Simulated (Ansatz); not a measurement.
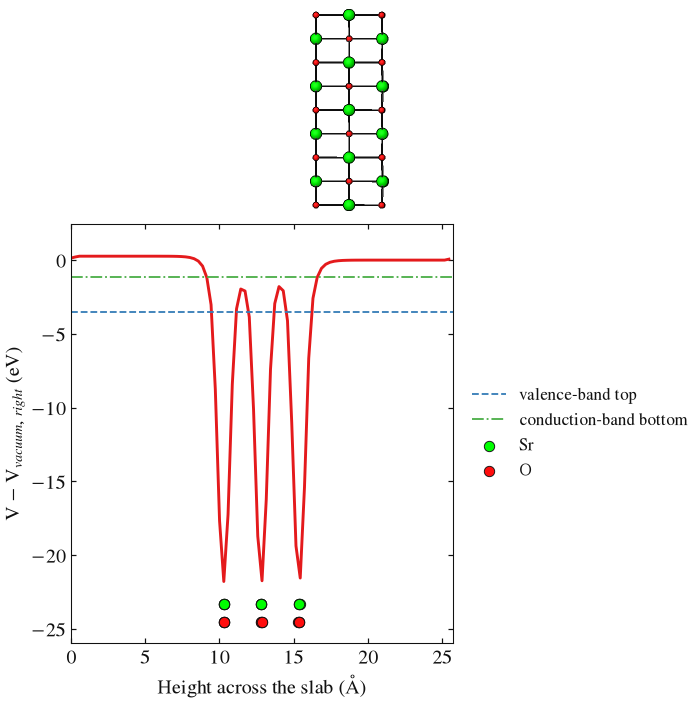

Plane-averaged electrostatic potential energy of an electron across the slab; circles at the bottom mark the heights of the atoms. The structure is drawn too.

Input of the run:

```
crystal:
  lattice:
    - [7.2816361937, 0.0, 0.0]
    - [0.0, 7.2816361937, 0.0]
    - [0.0, 0.0, 25.7423943307]
  atoms:
    - { symbol: Sr, position: [0.25, 0.25, 0.3107714029] }
    - { symbol: Sr, position: [0.25, 0.75, 0.3107714029] }
    - { symbol: Sr, position: [0.75, 0.25, 0.3107714029] }
    - { symbol: Sr, position: [0.75, 0.75, 0.3107714029] }
    - { symbol: O, position: [0.5, 0.5, 0.3107714029] }
    - { symbol: O, position: [0.5, 0.0, 0.3107714029] }
    - { symbol: O, position: [0.0, 0.5, 0.3107714029] }
    - { symbol: O, position: [0.0, 0.0, 0.3107714029] }
    - { symbol: Sr, position: [0.4993886664, 0.5006466079, 0.4093342394] }
    - { symbol: Sr, position: [0.499477972, -0.0005601194, 0.4093118845] }
    - { symbol: Sr, position: [0.0004771621, 0.5005438087, 0.4093328167] }
    - { symbol: Sr, position: [0.0003989176, -0.0004555878, 0.4091192454] }
    - { symbol: O, position: [0.7499304013, 0.7499619382, 0.4098293008] }
    - { symbol: O, position: [0.7499188507, 0.2500345253, 0.4095330161] }
    - { symbol: O, position: [0.2500134836, 0.7499165979, 0.4090009023] }
    - { symbol: O, position: [0.2500038863, 0.2499933717, 0.4098202264] }
    - { symbol: Sr, position: [0.7502786985, 0.7500525603, 0.5081808806] }
    - { symbol: Sr, position: [0.7499889382, 0.250088482, 0.5080801526] }
    - { symbol: Sr, position: [0.2488505082, 0.7512281461, 0.5102931337] }
    - { symbol: Sr, position: [0.2499720331, 0.2494854539, 0.5080810119] }
    - { symbol: O, position: [-0.0009481436, 0.0009589603, 0.5063100251] }
    - { symbol: O, position: [-0.001400057, 0.4993088922, 0.5075366369] }
    - { symbol: O, position: [0.50040928, 0.0010010962, 0.5075029988] }
    - { symbol: O, position: [0.5015123605, 0.498431211, 0.5068089505] }
basis:
  ecutwfc: 420
kpoints:
  mp_grid: { grid: [2, 2, 1] }
hamiltonian:
  xc: pbe
  dispersion: d3bj
scf:
  occupations: { method: gaussian, width: 0.05 }
output:
  forces: true
  eigenvalues: true
  write_density: true
  volumetric_format: npy
efield:
  axis: 3
  dipole_correction: true
  ramp_width: 0.04
```

Command:
```bash
ansatz run input.yaml --threads 4 --pin off --max-ram 10240MiB --backend cpu --events-out ev --progress --plain --runs-dir out
```

What are the ionisation potential and the electron affinity of the slab?

Answer. From the vacuum level at the right face the ionisation potential is 3.50 eV and the electron affinity 1.13 eV; at the left face they are 3.76 and 1.39 eV. The slab's gap, their difference before rounding, is 2.37 eV.

How thick are slab and vacuum?

Answer. The outermost atoms are 5.1 Å apart, which leaves 20.6 Å of vacuum in a cell 25.7 Å high.

Do the two faces differ, and what does that say about the slab's dipole?

Answer. The vacuum levels differ by 0.26 eV, so the slab carries a dipole along its normal.
